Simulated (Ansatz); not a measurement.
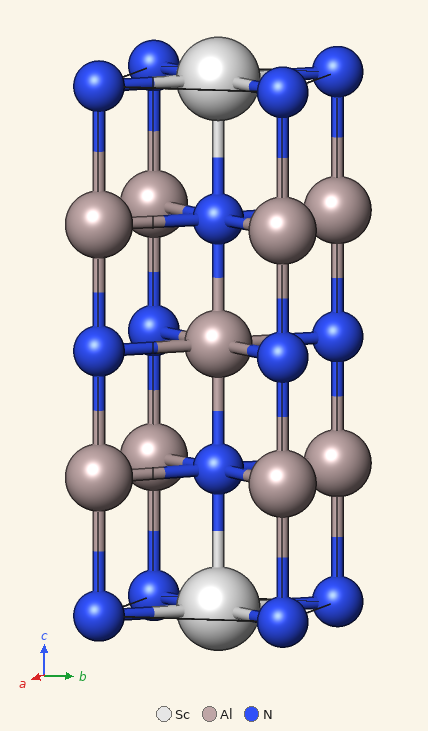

View slightly off an axis, drawn as a ball-and-stick model. One conventional unit cell is outlined, and atoms on its boundary appear in each equivalent place. Cell: a = 3.00 Å, b = 3.00 Å, c = 8.33 Å, α = 90.00°, β = 90.00°, γ = 90.00°.

It goes back to a structure type filled with these elements by a generator (whether the compound takes this form wasn't checked). Earlier steps of the study may have refined or changed the cell and positions. It went into a calculation with Ansatz.

Describe the arrangement of the atoms.

Answer. Formula: ScAl3N4. It takes space group P4/mmm (No. 123) on a primitive tetragonal lattice. With Z = 1, the cell contains 1 Sc, 3 Al, 4 N. Sc bonds to six N in an octahedral arrangement at about 2.1 to 2.2 Å. The neighbours of Al are six N in a distorted octahedral arrangement at about 2.0 to 2.2 Å. N takes three kinds of site: 1a with four Sc and two Al in an octahedral arrangement (about 2.1 Å to Sc, 2.2 Å to Al); 2h with five Al and one Sc in a distorted octahedral arrangement (about 2.0 to 2.1 Å to Al, 2.2 Å to Sc); 1b with six Al in a distorted octahedral arrangement at about 2.0 to 2.1 Å. The bonds build a three-dimensional framework.

The calculation used DFT PBE, scalar-relativistic, plane waves, PAW (Ansatz), with a 420 eV plane-wave basis, a 10×10×4 sampling of the Brillouin zone, Gaussian smearing of 0.02 eV, no spin polarisation.

How large a gap does the method give, if there is one?

Answer. A semiconductor at this level, with a gap of 0.74 eV, direct.

How charged are the atoms, by the Bader scheme?

Answer. Sc +1.82 e; Al +2.46 e; N -2.46 to -1.98 e.

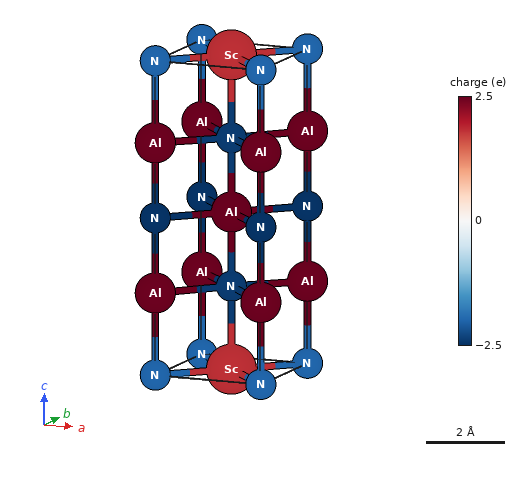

The atoms coloured by those charges. The run's cell of 8 atoms is drawn.

Is this an equilibrium geometry for the method given?

Answer. Yes. All forces vanish to within 0.01 eV/Å. The pressure is 0.0 GPa, close to zero.
